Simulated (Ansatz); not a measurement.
TiAl

Space group P4/mmm.

```cif
data_structure
_symmetry_space_group_name_H-M 'P 1'
_symmetry_Int_Tables_number 1
_cell_length_a 2.8373
_cell_length_b 2.8373
_cell_length_c 4.0591
_cell_angle_alpha 90.000
_cell_angle_beta 90.000
_cell_angle_gamma 90.000
_cell_volume 32.68
loop_
_atom_site_label
_atom_site_type_symbol
_atom_site_fract_x
_atom_site_fract_y
_atom_site_fract_z
_atom_site_occupancy
Ti1 Ti 0.00000 0.00000 0.00000 1
Al1 Al 0.50000 0.50000 0.50000 1
```

The calculation used DFT PBE, scalar-relativistic, plane waves, PAW (Ansatz 0.2.0).

Question: How does the converged density differ from a superposition of free atoms?

Answer: Ti–Ti (2.84 Å): Δρ is +0.03 e/Å³ at the midpoint.
Al–Al (2.84 Å): Δρ is +0.02 e/Å³ at the midpoint.
Al–Ti (2.85 Å): Δρ is +0.008 e/Å³ at the midpoint.
Over the whole cell, outside the masked cores, the largest gain lies at the edge of the masked core of Ti, and the largest loss lies there too, in other directions.
In all about 0.18 e an atom is rearranged against the free atoms.
Bader charges: Ti +0.68 and Al −0.68 e. Among metals such charges hang on how the charge between the atoms is shared out.

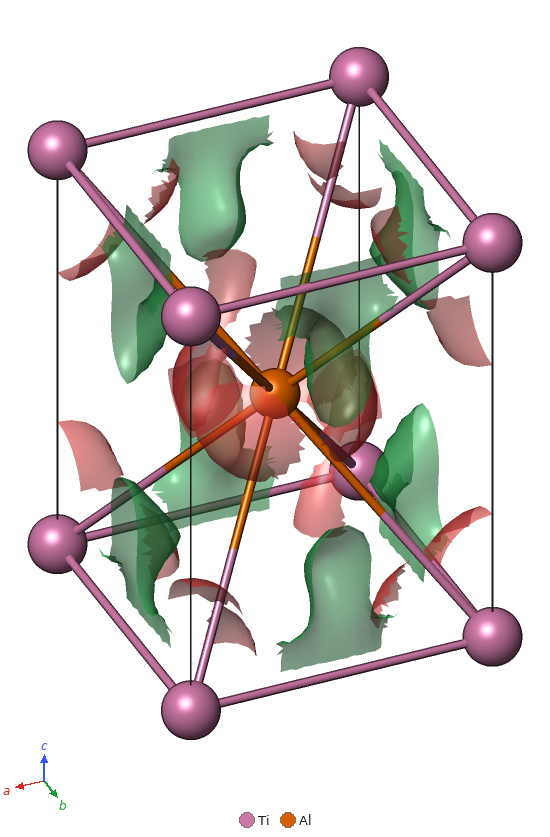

Computed deformation density: green surfaces at +0.03 and red ones at −0.03 e/Å³, in the conventional cell seen at an oblique angle (the regions close to the nuclei are left out).

Cores are masked to 1.0 Å (Ti) and 0.8 Å (Al).

In a PAW calculation such maps are meaningful between the atoms, not at the nuclei.
